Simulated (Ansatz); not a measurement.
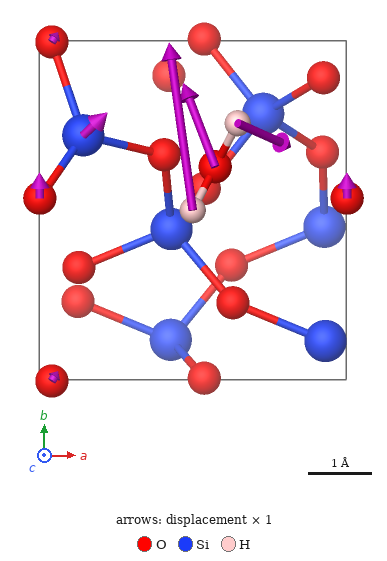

This is a constrained relaxation of a slab of composition Si₆H₂O₁₃ (cut from the P3_221 phase). The starting structure is drawn; purple arrows show the displacements, at their true length.

The picture is a ball-and-stick view of the cell of the calculation, outlined in the plane, without the vacuum (origin shifted), seen along the c axis.

Case: 1 H2O a cell, donor, over a bridge O-Si site. The slab is the (1 0 0) face of SiO2 with H2O on it. 9 atoms are held fixed.

All numbers below come from DFT PBE+D3(BJ), scalar-relativistic, plane waves, PAW (Ansatz 0.2.0).

Input
```yaml
crystal:
  lattice:
    - [4.9152816296, 0.0, 0.0]
    - [0.0, 5.4220874143, 0.0]
    - [0.0, 0.0, 26.533051909]
  atoms:
    - { symbol: O, position: [0.7268435887, 0.779771652, 0.3015107356] }
    - { symbol: O, position: [0.931090104, 0.220228348, 0.3233558956] }
    - { symbol: Si, position: [0.2330595199, 0.3333333333, 0.3323353818] }
    - { symbol: Si, position: [0.7330595199, 0.0, 0.3432065831] }
    - { symbol: O, position: [0.431090104, 0.1131049854, 0.3521860693] }
    - { symbol: O, position: [0.2268435887, 0.5535616813, 0.3740312293] }
    - { symbol: O, position: [0.8420663073, 0.8868950146, 0.3961419766] }
    - { symbol: Si, position: [0.0338809602, 0.6666666667, 0.4179871365] }
    - { symbol: O, position: [0.8420663073, 0.4464383187, 0.4398322964] }
    - { symbol: O, position: [0.2297436826, 0.7728703875, 0.4622531215] }
    - { symbol: O, position: [0.433986764, 0.2133528135, 0.4824724114] }
    - { symbol: Si, position: [0.7357008884, 0.3264992191, 0.4922732513] }
    - { symbol: Si, position: [0.236408118, -0.0036165836, 0.5036665331] }
    - { symbol: O, position: [0.9351925406, 0.1092187522, 0.5116798152] }
    - { symbol: O, position: [0.7115868539, 0.545843048, 0.5346296429] }
    - { symbol: O, position: [0.3462162775, 0.8785310264, 0.5563437979] }
    - { symbol: Si, position: [0.4484226511, 0.6031593992, 0.5704419999] }
    - { symbol: O, position: [0.3070007285, 0.4178739687, 0.6046514787] }
    - { symbol: O, position: [0.8777116898, 0.510516684, 0.6283954491] }
    - { symbol: H, position: [0.8045683702, 0.3822177951, 0.6512424251] }
    - { symbol: H, position: [0.9508550095, 0.6388155728, 0.6512424251] }
basis:
  ecutwfc: 420
kpoints:
  mp_grid: { grid: [3, 3, 1] }
hamiltonian:
  xc: pbe
  dispersion: d3bj
scf:
  occupations: { method: gaussian, width: 0.05 }
output:
  forces: true
  eigenvalues: true
  write_density: true
  write_potential: true
  elf: true
  volumetric_format: npy
relax:
  adjacent_minimum: "off"
  f_tol: 0.04
  max_steps: 100
  constraints: [{ sites: [0, 1, 2, 3, 4, 5, 6, 7, 8] }]
efield:
  axis: 3
  dipole_correction: true
  ramp_width: 0.04
```

Run as
```bash
ansatz run input.yaml --threads 2 --pin off --max-ram 5120MiB --backend cpu --events-out ev --progress --plain --runs-dir out
```

**Atoms of which element are displaced furthest, and by how much?**

Hydrogen: up to 2.72 Å, against 1.47 Å for oxygen.

**What happened in the run?**

The energy falls by 3.627 eV per cell of the calculation in 26 accepted moves (29 points after the start). The largest force component goes from 1.8 to 0.0069 eV/Å. The line search rejected the trial steps at points 12, 20, 24 of the run. The forces were under the threshold at step 23, but the run went on from there. The atom that moves furthest is H20 (2.72 Å within the plane). By element the largest moves are H 2.72 Å, O 1.47 Å, Si 0.58 Å. The lattice vectors keep their values. Some distances before and after: O18–H21 2.455 → 0.980 Å, O19–H21 0.990 → 2.021 Å, Si17–O19 2.659 → 1.653 Å, Si17–O18 1.522 → 1.633 Å. New bonds form: O18–H21 (2.46 → 0.98 Å), Si17–O19 (2.66 → 1.65 Å). Bonds break: O19–H21 (0.99 → 2.02 Å). Bond angles that change, for instance: Si12–O15–Si17 126.4° → 150.8°, O16–Si17–O18 127.2° → 108.1°, O15–Si17–O18 125.6° → 112.8°.

Limits of the set-up: the periodic images lie only 4.9 Å apart, so the values are limited by the cell's size.
